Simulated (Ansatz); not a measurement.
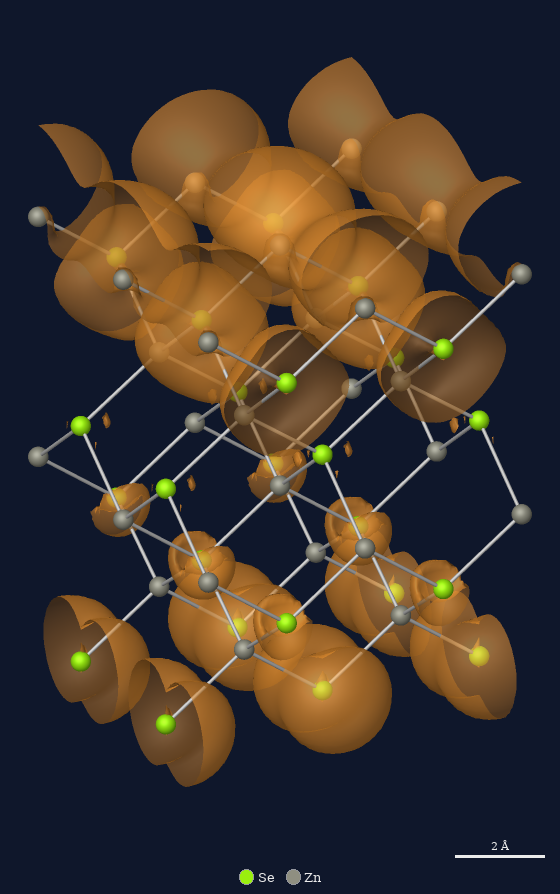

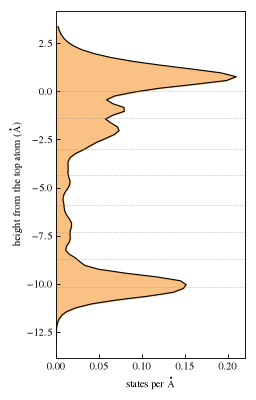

Density of all states between 0.00 and +0.25 eV (zero: the Fermi level) of ZnSe(100) (F-43m bulk, 8 atomic planes (those closer than 0.6 Å count as one), 10 Å, Zn-terminated): orange isosurface at 4.2 × 10⁻³ e/Å³, seen from the side, tilted, and the full density summed over planes, the part near the nuclei included (dotted lines mark the atomic planes).

The first picture shows the smooth PAW orbitals' density alone; the shares below count all of it.

Computed with Ansatz, DFT PBE, scalar-relativistic, plane waves, PAW. Cutoff 420 eV, 15 × 15 k-points, Gaussian smearing 0.05 eV, dipole correction. The slab is a cut without reconstruction beyond its cell, at the source's lattice constants, with its lower half held fixed and the rest relaxed. Real surfaces of this kind mostly reconstruct in larger cells, which this cell doesn't allow. Its faces differ (Zn on top, Se below), so the slab is asymmetric; states at the Fermi level may come from the unlike faces. No spin polarisation. The run couldn't confirm all of its levels under its output density. The run warns that the functional's potential is rough in the thin density of the vacuum, where the tip is; weak contrasts and barriers may feel it.

The calculation's input:

```yaml
crystal:
  lattice:
    - [4.00759839, 0.0, 0.0]
    - [0.0, 4.00759839, 0.0]
    - [0.0, 0.0, 26.9182999273]
  atoms:
    - { symbol: Se, position: [0.0, 0.5, 0.3157703132] }
    - { symbol: Zn, position: [0.5, 0.5, 0.3684073696] }
    - { symbol: Se, position: [0.5, 0.0, 0.4210444155] }
    - { symbol: Zn, position: [0.0, 0.0, 0.4736814718] }
    - { symbol: Se, position: [0.0, 0.5, 0.5304732942] }
    - { symbol: Zn, position: [0.5, 0.5, 0.5820133035] }
    - { symbol: Se, position: [0.5, 0.0, 0.6400769793] }
    - { symbol: Zn, position: [0.0, 0.0, 0.6925008925] }
basis:
  ecutwfc: 420.0
  fft_grid_basis: typed
kpoints:
  mp_grid: { grid: [15, 15, 1] }
hamiltonian:
  xc: pbe
  pseudopotentials: { kind: paw }
scf:
  occupations: { method: gaussian, width: 0.05 }
output:
  forces: true
  eigenvalues: true
  band_densities:
    - { e_range: [-2.0, -1.0] }
    - { e_range: [-1.0, -0.5] }
    - { e_range: [-0.5, -0.25] }
    - { e_range: [-0.25, 0.0] }
    - { e_range: [0.0, 0.25] }
    - { e_range: [0.25, 0.5] }
    - { e_range: [0.5, 1.0] }
    - { e_range: [1.0, 1.5] }
  band_residual_tolerance: 1.0e-05
  write_potential: true
  elf: true
  write_density: true
  volumetric_format: npy
efield:
  axis: 3
  dipole_correction: true
  ramp_width: 0.04
checkpoint:
  read: start.run
  write: ck
  compress: false
  write_wavefunctions: false
  write_every: 100000
```

Command:

```sh
ansatz run input.yaml --threads 2 --pin off --max-ram 4423MiB --backend cpu --events-out ev --progress --plain --runs-dir out
```

This step took 82 s on 2 threads of Intel(R) Xeon(R) 6975P-C (Granite Rapids), on a shared host, peak memory 1.5 GiB; the relaxation before it isn't counted.

Q: How is this energy window spread over the atomic planes?

A: The window holds 0.81 states per cell. Shares by plane (space cut midway between planes), top to bottom: Zn 43 %, Se 13 %, Zn 6 %, Se 3 %, Zn 2 %, Se 3 %, Zn 5 %, Se 25 %; the outer planes' shares include the vacuum, and density in a gap between layers is shared out between the planes on either side.
